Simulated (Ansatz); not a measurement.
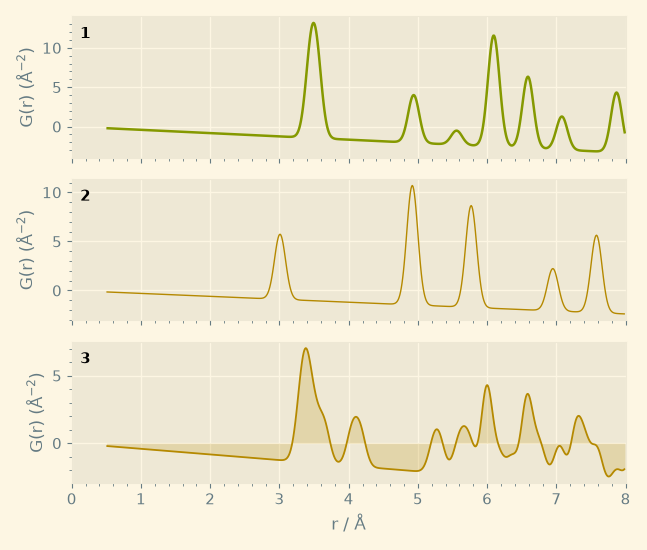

Computed X-ray G(r), with each pair weighted by the product of the atomic numbers (X-ray weights at Q = 0) and a uniform peak width σ = 0.08 Å.

Candidate structures:

A. 
Space group Fd-3m:1 (No. 227). a = 6.954 Å, b = 6.954 Å, c = 6.954 Å, α = 90.00°, β = 90.00°, γ = 90.00°
```tsv
atom	site	symmetry	x	y	z
Tl	8b	-43m	0.2500	0.2500	0.7500
```

B. 
```
Tl
1.0
     3.29834    0.00000    0.00000
     0.00000   11.50784    0.00000
    -1.50305    0.00000    3.17414
Tl
4
Direct
  0.00000 0.37395 0.75000
  0.50000 0.12605 0.25000
  0.50000 0.87395 0.75000
  0.00000 0.62605 0.25000
```

C. 
```cif
data_structure
_symmetry_space_group_name_H-M 'P6_3/mmc'
_symmetry_Int_Tables_number 194
_cell_length_a 3.5390
_cell_length_b 3.5390
_cell_length_c 5.5625
_cell_angle_alpha 90.000
_cell_angle_beta 90.000
_cell_angle_gamma 120.000
_cell_volume 60.33
loop_
_atom_site_label
_atom_site_type_symbol
_atom_site_symmetry_multiplicity
_atom_site_Wyckoff_symbol
_atom_site_fract_x
_atom_site_fract_y
_atom_site_fract_z
_atom_site_occupancy
Tl1 Tl 2 c 0.33333 0.66667 0.25000 1
```

Origins: A, the end point of a relaxation with DFT, r2SCAN, plane waves (500 eV) with PAW, scalar-relativistic in Ansatz; the starting structure was generated, so it need not be a known form of this composition; B, the end point of a relaxation with DFT, r2SCAN, plane waves (500 eV) with PAW, scalar-relativistic in Ansatz 0.2.0; the starting structure was generated, so it need not be a known form of this composition; C, the input geometry of an electronic-structure calculation (not necessarily at equilibrium).

Question: Match each curve to its structure.

Answer: curve 1 is C (Tl, first clear peaks at 3.49 Å (Tl–Tl) and 4.94 Å (Tl–Tl)); curve 2 is A (Tl, first clear peaks at 3.01 Å (Tl–Tl) and 4.92 Å (Tl–Tl)); curve 3 is B (Tl, first clear peaks at 3.38 Å (Tl–Tl) and 4.11 Å (Tl–Tl)).
